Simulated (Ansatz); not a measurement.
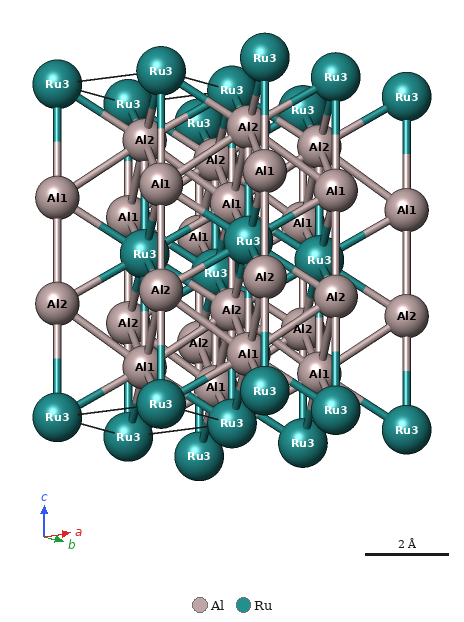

Fig. 1: The input geometry (ball-and-stick view of the cell 2 times as large as that of the calculation, set on its symmetry axes, repeated 2 × 2 × 1, seen at an oblique angle; atoms are numbered from 1 in the order of the input). An atom can appear more than once, as a periodic image.

## Single-point calculation, with input and output: Al$_{2}$Ru

System: Al$_{2}$Ru (I4/mmm, 3 atoms in the cell).
Method: DFT PBEsol, scalar-relativistic, plane waves, PAW, PAW set soft_1, spin-polarised (Ansatz 0.2.0).

The structure derives from a Materials Project entry. Figures and captions count atoms from 1; the log counts them from 0 in places.

What the program printed:
```
Warning: [file] the record states the generating functional pbe (its physics header spells it `PBE`), which answers neither for hamiltonian.xc's functional nor for the pbesol family's — results may be inconsistent (PPs are generated against a specific XC)
Warning: [file] the record states the generating functional pbe (its physics header spells it `PBE`), which answers neither for hamiltonian.xc's functional nor for the pbesol family's — results may be inconsistent (PPs are generated against a specific XC)
Warning: output.stress: scf.convergence.dr2_threshold = 1e-7 eV (the SCF's general default) is looser than the 3e-10 eV advised for a printed stress (1e-10 eV for each atom of the cell: 3). What an SCF threshold leaves in a stress goes as its square root, and in the free energy as the threshold itself, and one threshold admits the most on a small cell: of the crystals measured, under no hybrid functional and no lock of the moments, on runs that ended without the residual-converged pass, on stresses that held no estimate of that error, the worst erred by over 100 MPa in a component at 1e-7 eV an atom and by under 5 at 1e-10. Set scf.convergence.dr2_threshold to 3e-10 eV or tighter. The threshold is an SCF's pass mark: one that does not reach it within its budget of iterations ends unconverged, or closes short of it on a stop that the run arms, and scf.convergence.dr2_threshold's page says what that costs each kind of run
basis.fft_grid_basis auto: the FFT boxes are laid along the combinations [[1, 0, 1], [0, 1, 1], [0, 0, 1]] of the cell's own vectors, 3.032, 3.032 and 4.619 Å long. The dense box has 24×24×32 points. Along the cell's own vectors, as sized, it would have 32×32×32, 1.78 times as many. Of the 16 symmetry operations that the crystal satisfies within crystal.symmetry.tolerance (time reversal apart; of a slab, those that keep its plane) the dense box along the cell's own vectors carries 16, and the one as laid loses 12 of those. basis.fft_grid_basis: typed keeps the cell's own vectors: state it where this run's energies or levels are differenced outside the engine with another run's, or held beside a run that keeps those vectors.
Engine: ansatz 0.2.0, aarch64-unknown-linux-gnu
Pseudopotentials: kind: paw
Pseudopotential: Al, paw, valence charge 3, recommended cutoff 420 eV (normal), [file]
Pseudopotential: Ru, paw, valence charge 16, recommended cutoff 420 eV (normal), [file]
Functional definition: PBEsol
  exchange = pbesol_x
  correlation = pbesol_c
Crystal: 3 atoms, lattice volume = 37.608 Å³
Basis set: ecut = 420 eV, 737 PW (Γ), FFT grids on a1+a3, a2+a3, a3, exchange–correlation on 48×48×64 points (8 copies of the dense FFT grid, shifted against one another)
Bands: 16, of which v1, the nominal top of the filled ones, is band 11 counted from 1 (10 counted from 0)
Symmetry: 16 space group operations
Space group: I4/mmm (ITA 139), of the structure as read, at distance tolerance 3.4e-5 Å
Magnetic group: BNS 139.531 (UNI 1191), of the structure as read, at distance tolerance 3.4e-5 Å
k-points: 641 of 8000
Non-local potential: Al, projectors of the file, l = 0: 2, l = 1: 2, l = 2: 1
Non-local potential: Ru, projectors of the file, l = 0: 3, l = 1: 2, l = 2: 2, l = 3: 1
PAW form: soft (Blöchl's): semilocal exchange-correlation on the pseudo side does not see the compensation charge
PAW frozen core: Al, regenerated for the run's functional, and the local potential with it (the file was generated under x = pbe(κ = 0.804, μ = 0.2195149727645171), c = pbe(β = 0.06672455060314922))
PAW frozen core: Ru, regenerated for the run's functional, and the local potential with it (the file was generated under x = pbe(κ = 0.804, μ = 0.2195149727645171), c = pbe(β = 0.06672455060314922))
PAW one-centre angular grid: Al, 110 points (default); XC on 64 Gauss nodes
PAW one-centre angular grid: Ru, 590 points (default); XC on 64 Gauss nodes
Initial density: superposition of atomic densities (chi_scale 0.1, normalization cell, long waves kept (reshape's long-wave potential 0.00 eV rms))
Starting moments: Σ|m| = 0.1885 μB on 3 of 3 sites
Initial wavefunctions: pseudopotential atomic-orbital guess
Functional: x = pbesol(κ = 0.804, μ = 0.12345679012345678), c = pbesol(β = 0.046)
SCF iter   1: F=—  HF=-6868.478700 eV  |F-HF|=—  |Δ(HF+E_count)|=         —  Δρ=5.47e-2 (↑5.47e-2 ↓5.04e-2)  dr2=4.89e0  dr2_m=4.54e-3  M=0.187 μB ∫|m|=0.188 μB  β_m=0.30  ethr=3.10e-3  ⟨swp⟩=5.2  Hψ=105826  notcnv=0
preconditioner: auto → Kerker (q_TF=auto, 2.495 Å⁻¹)  [metal: Δε(μ)=0.002 eV  Ē_g=8.605 eV  σ=0.150 eV  W_gap=0.01  n_scr=10 (ndim 8)  ℏωp=22.7 eV  f_vac=0.000  D(μ)=0.75/eV (n_scr^D=2)]
spin=Collinear: Kerker preconditioning applied to the charge; magnetization (m = ρ↑ − ρ↓) channel mixes plain (no charge-response kernel on spin).
SCF iter   2: F=—  HF=-6867.634662 eV  |F-HF|=—  |Δ(HF+E_count)|=   8.44e-1  Δρ=2.64e-2 (↑2.64e-2 ↓2.39e-2)  dr2=7.66e-1  dr2_m=4.42e-3  M=0.188 μB ∫|m|=0.188 μB  β_m=0.40  ethr=3.10e-3  ⟨swp⟩=2.6  Hψ=46253  notcnv=0  defer=945
SCF iter   3: F=—  HF=-6867.438638 eV  |F-HF|=—  |Δ(HF+E_count)|=   1.96e-1  Δρ=1.13e-2 (↑1.04e-2 ↓1.13e-2)  dr2=1.30e-1  dr2_m=1.20e-3  M=0.187 μB ∫|m|=0.188 μB  β_m=0.70  ethr=3.10e-3  ⟨swp⟩=2.1  Hψ=30245  notcnv=0  defer=947
SCF iter   4: F=—  HF=-6867.386907 eV  |F-HF|=—  |Δ(HF+E_count)|=   5.17e-2  Δρ=2.26e-3 (↑1.67e-3 ↓2.26e-3)  dr2=6.20e-3  dr2_m=2.33e-4  M=0.187 μB ∫|m|=0.188 μB  β_m=0.74  ethr=5.91e-4  ⟨swp⟩=1.1  Hψ=29498  notcnv=0  defer=910
SCF iter   5: F=—  HF=-6867.384458 eV  |F-HF|=—  |Δ(HF+E_count)|=   2.45e-3  Δρ=7.37e-4 (↑4.96e-4 ↓7.37e-4)  dr2=4.76e-4  dr2_m=3.60e-5  M=0.187 μB ∫|m|=0.188 μB  β_m=0.87  ethr=2.82e-5  ⟨swp⟩=1.9  Hψ=27589  notcnv=0  defer=908
SCF iter   6: F=—  HF=-6867.384309 eV  |F-HF|=—  |Δ(HF+E_count)|=   1.49e-4  Δρ=1.24e-4 (↑1.24e-4 ↓8.77e-5)  dr2=1.23e-5  dr2_m=9.88e-7  M=0.187 μB ∫|m|=0.187 μB  β_m=0.94  ethr=2.16e-6  ⟨swp⟩=2.5  Hψ=32881  notcnv=0  defer=908
SCF iter   7: F=—  HF=-6867.384305 eV  |F-HF|=—  |Δ(HF+E_count)|=   4.39e-6  Δρ=2.79e-5 (↑1.38e-5 ↓2.79e-5)  dr2=8.46e-7  dr2_m=3.02e-8  M=0.188 μB ∫|m|=0.187 μB  β_m=0.97  ethr=5.59e-8  ⟨swp⟩=2.4  Hψ=31505  notcnv=0  defer=908
iter 8 did not close the SCF: its close was put off for a magnetic moment that had not settled (scf_convergence_deferred on its scf_iter line)
SCF iter   8: F=-6867.384304 eV  HF=-6867.384304 eV  |F-HF|=5.31e-9  |Δ(HF+E_count)|=   1.53e-7  Δρ=4.36e-6 (↑4.01e-6 ↓4.36e-6)  dr2=1.05e-8  dr2_m=2.32e-9  M=0.188 μB ∫|m|=0.188 μB  β_m=0.98  ethr=4.55e-10  ⟨swp⟩=7.9  Hψ=97880  notcnv=0
iter 9 did not close the SCF: its close was put off for a magnetic moment that had not settled (scf_convergence_deferred on its scf_iter line)
SCF iter   9: F=-6867.384304 eV  HF=-6867.384304 eV  |F-HF|=2.58e-10  |Δ(HF+E_count)|=   1.57e-9  Δρ=1.25e-6 (↑5.98e-7 ↓1.25e-6)  dr2=5.50e-10  dr2_m=1.56e-10  M=0.188 μB ∫|m|=0.188 μB  β_m=0.99  ethr=4.76e-11  ⟨swp⟩=1.4  Hψ=57632  notcnv=0
SCF iter  10: F=-6867.384304 eV  HF=-6867.384304 eV  |F-HF|=2.36e-11  |Δ(HF+E_count)|=  3.82e-11  Δρ=1.38e-7 (↑8.08e-8 ↓1.38e-7)  dr2=2.88e-11  dr2_m=5.60e-13  M=0.187 μB ∫|m|=0.187 μB  ethr=2.50e-12  ⟨swp⟩=1.0  Hψ=56768  notcnv=0
SCF 1 converged in 10 iterations: F = -6867.384304 eV  dr2 = 2.88e-11
  greatest PAW one-centre occupation: 1.000 electrons in one spin orbital (limit 2), on the Ru atom at site 2 (counted from 0), in its partial waves of l = 0
```

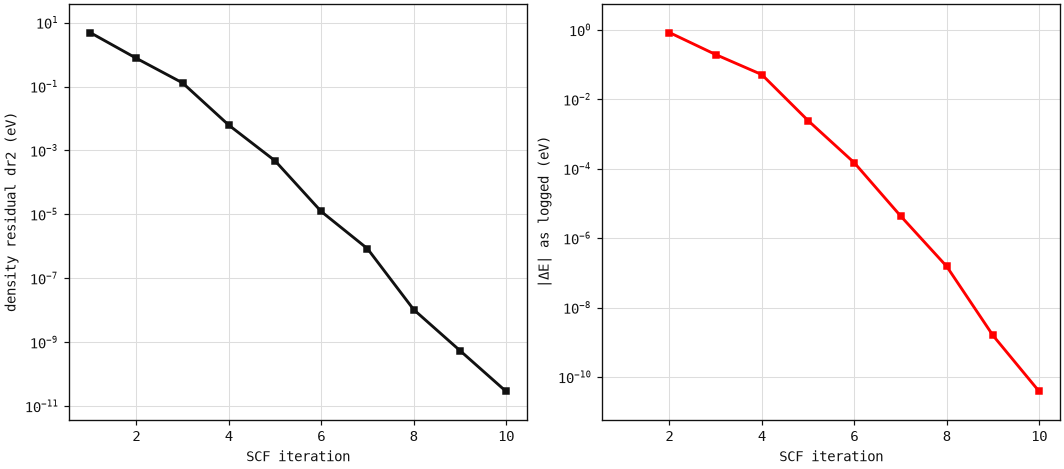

Fig. 2: Convergence of the self-consistent field: density residual dr2 and size of the energy change against the SCF iteration. The residual falls at every step.

```
SCF converged after 10 iterations
Stability checked in part: among states of this total moment the steps that led to this state did not find it unstable. No probe was made; neither looks for a lower state of another moment (fixed_total_moment; see scf.lower_state_search)
Magnetization: 0.1875 μB (11.0937 up, 10.9062 down)
Absolute magnetization: 0.1875 μB (∫|ρ↑−ρ↓|, with the PAW one-centre terms)
Spin contamination: 0.0001 ħ² per cell (⟨S²⟩ above its minimum at these occupations)
Per-site moments (μB) at R_I (Å): [(0.020724871006113952, 1.0345999789994982), (0.020724871006113935, 1.034599978999498), (0.07821756536537634, 1.034599978999498)]
Free energy (F): -6867.384304 eV
Harris-Foulkes:  -6867.384304 eV  (|F-HF|=2.36e-11)
Internal energy: -6867.374610 eV  (E = F + TS)
E sigma→0 (E₀):  -6867.379457 eV
Entropy (-TS):   -0.009694 eV (-3.231 meV/atom)
Fermi energy:    15.430790 (↑ 15.830048, ↓ 15.031532) eV
--- Per-component energies (eV) ---
  E_band       = -117.093800
  E_kinetic    = 518.988425
  E_local      = -2080.121242  (includes V_loc(G=0)·N_el)
  E_nonlocal   = 437.555323
  E_hartree    = 791.901714
  E_xc         = -249.563676
  E_vxc        = -280.503819  (∫ρ·V_xc dr)
  E_paw        = -4355.892960  (= ΣΔE_a)
  E_vpaw       = -296.816319  (= ΣTr[D̂ρ^β])
  E_aug_tail   = 0.000665  (compensation charges beyond the density's cutoff)
  E_ewald      = -1930.534434
  E_core_change = 0.291575  (= ΣΔE_core)
  E_smearing   = -0.009694  (= −TS)
  E_closure    = 0.000000  (closes the sum)
  Σ components = -6867.384304   (vs F -6867.384304, Δ=0.00e0)
--- Forces (eV/Å), atoms counted from 1 ---
  atom   1  Al    -0.00000000    -0.00000000     0.24414530
  atom   2  Al     0.00000000     0.00000000    -0.24414530
  atom   3  Ru    -0.00000000     0.00000000     0.00000000
  max |Σ_I F_I| component: 5.55e-17 eV/Å
--- Stress (GPa, compression-positive) ---
       19.537597      -0.000000       0.000000
       -0.000000      19.537597       0.000000
       -0.000000       0.000000      19.048588
  P = ⅓ Tr σ = 19.3746 GPa (193.746 kbar)
--- Band table (eV; the first three rows and the last of 1282) ---
  k-point 0 ↑: bands = ["-57.0426", "-27.0889", "-27.0889", "-27.0583", "3.9471", "9.5413", "11.1945", "13.3166", "13.3166", "13.5313", "14.5207", "18.2646", "19.9603", "21.9684", "21.9684", "22.1851"]
  k-point 1 ↑: bands = ["-57.0419", "-27.0933", "-27.0930", "-27.0573", "4.0352", "9.6196", "11.2376", "12.8627", "13.1860", "14.0432", "14.3967", "18.2408", "19.7450", "21.6170", "21.8392", "21.8772"]
  k-point 2 ↑: bands = ["-57.0400", "-27.1060", "-27.1048", "-27.0546", "4.2970", "9.8467", "11.3675", "12.3980", "12.8320", "14.0394", "14.6631", "18.1862", "19.3542", "20.7600", "21.5678", "21.6000"]
  k-point 640 ↓: bands = ["-56.9816", "-27.0184", "-27.0159", "-27.0159", "5.9970", "6.6200", "11.0994", "12.5992", "13.8536", "13.8536", "14.5890", "18.9121", "18.9121", "21.9466", "22.4875", "24.6548"]
--- Löwdin populations: 3 sites ---
  site symbol       q [e]    m [muB]
     0     Al      2.9324     0.0504
     1     Al      2.9324     0.0504
     2     Ru     15.9848     0.0814
  spilling = 0.006837 (of n_electrons = 22.000000)
```

File populations.tsv:
```
# site	symbol	l	j	q_up	q_dn
# orbitals = lowdin
# n_electrons = 22.000000
# spilling = 0.006837
0	Al	0_3S	-	0.374001	0.366000
0	Al	1_3P	-	1.117374	1.075022
1	Al	0_3S	-	0.374001	0.366000
1	Al	1_3P	-	1.117374	1.075022
2	Ru	0_4S	-	0.977336	0.977205
2	Ru	0_5S	-	0.192539	0.191936
2	Ru	1_4P	-	2.985087	2.983416
2	Ru	2_4D	-	3.878143	3.799138
```

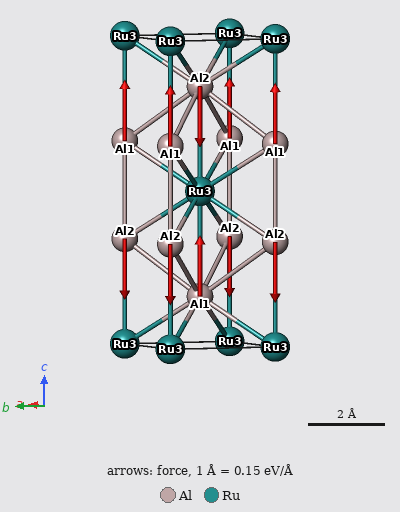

Fig. 3: Forces on the atoms as red arrows (ball-and-stick view of the cell 2 times as large as that of the calculation, set on its symmetry axes, seen at an oblique angle; atoms are numbered from 1 in the order of the input). The largest act on Al1, Al2 (0.24 eV/Å). The geometry is not a stationary point of this energy.

The run was set up as follows.

The input:
```yaml
crystal:
  lattice:
    - [-1.5160409298, 1.5160409298, 4.0907071886]
    - [1.5160409298, -1.5160409298, 4.0907071886]
    - [1.5160409298, 1.5160409298, -4.0907071886]
  atoms:
    - { symbol: Al, position: [0.6590805105, 0.6590805105, 0.0] }
    - { symbol: Al, position: [0.3409194895, 0.3409194895, 0.0] }
    - { symbol: Ru, position: [0.0, 0.0, 0.0], spin: 0.188 }
basis:
  ecutwfc: 420
kpoints:
  mp_grid: { grid: [20, 20, 20] }
hamiltonian:
  xc: pbesol
  pseudopotentials: { kind: paw, azcp: { folder: soft_1 } }
scf:
  occupations: { method: gaussian, width: 0.15 }
  lower_state_search: "off"
output:
  forces: true
  stress: true
  eigenvalues: true
  populations: true
magnetization:
  spin_polarized: true
  initial_magnetization: 0.1875
  spin_locking: { lock_magnetization: hard }
```

Launched with:
```bash
ansatz run input.yaml --threads 4 --pin off --max-ram 8192MiB --backend cpu --events-out ev --progress --plain --runs-dir out
```

Key numbers:

| quantity | value |
| --- | --- |
| outcome | converged |
| space group (tolerance 0.01 Å) | I4/mmm (139) |
| electrons treated | 22 |
| free energy | −6867.3843 eV |
| Fermi energy | 15.431 eV |
| gap on the k-point mesh | none (metallic) |
| net moment of the cell | 0.19 μB |
| integrated absolute moment | 0.19 μB |
| pressure | 19.37 GPa |
| largest force (length of the vector) | 0.244 eV/Å |
| hardware | 4 threads of Arm Neoverse V2, 24 GiB of memory available, shared host |
| wall time | 15 s (CPU time 56 s) |
| peak memory | 0.81 GiB |

Notes:

The program warns: the PAW datasets were made with another functional; the SCF threshold is looser than advised for the printed stress. The cell is under a pressure of 19.4 GPa at this level, so it is not at its equilibrium volume.
